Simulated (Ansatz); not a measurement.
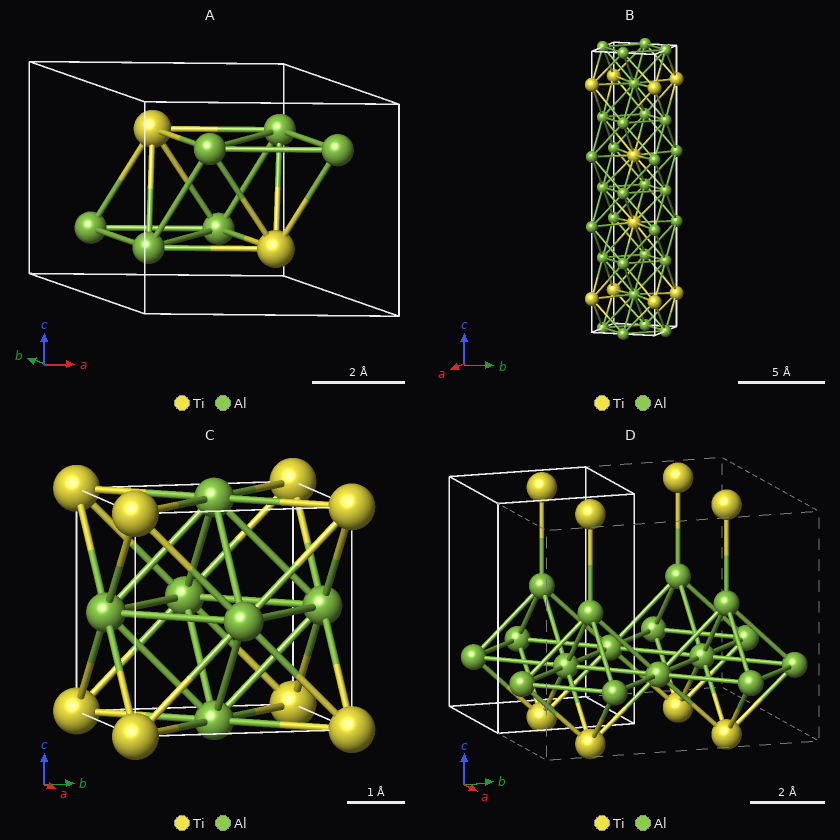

Four structures of TiAl₃, each relaxed to rest (conventional cells in solid outline, small ones repeated, each panel with its own scale). Method: Ansatz 0.2.0, DFT PBE, scalar-relativistic, plane waves, PAW, without spin polarisation.

Name the structure in each panel.

Answer. A: 8 atoms a cell on a primitive hexagonal lattice, P6_3/mmc; B: 16 atoms a cell on a body-centred tetragonal lattice, I4/mmm; C: Cu₃Au (L1₂) type, Pm-3m; D: 4 atoms a cell on a primitive tetragonal lattice, P4mm.

Which of these is lowest in energy, and how far above it do the others lie?

Answer. B, then C (+30 meV/atom), A (+85 meV/atom) and D (+992 meV/atom), energies at zero smearing.

Collect the results in a table.

Answer.
| panel | structure | E − E(lowest) (meV/atom) | volume (Å³/atom) | gap (eV) |
| --- | --- | --- | --- | --- |
| B | I4/mmm | 0 | 15.8 | metal |
| C | Pm-3m | 30 | 15.8 | metal |
| A | P6_3/mmc | 85 | 15.9 | metal |
| D | P4mm | 992 | 24.8 | metal |

Some of these may be structure types tried for this composition rather than known phases, and the most stable form need not be among them. Gaps are taken on the k-mesh or band path of each run.
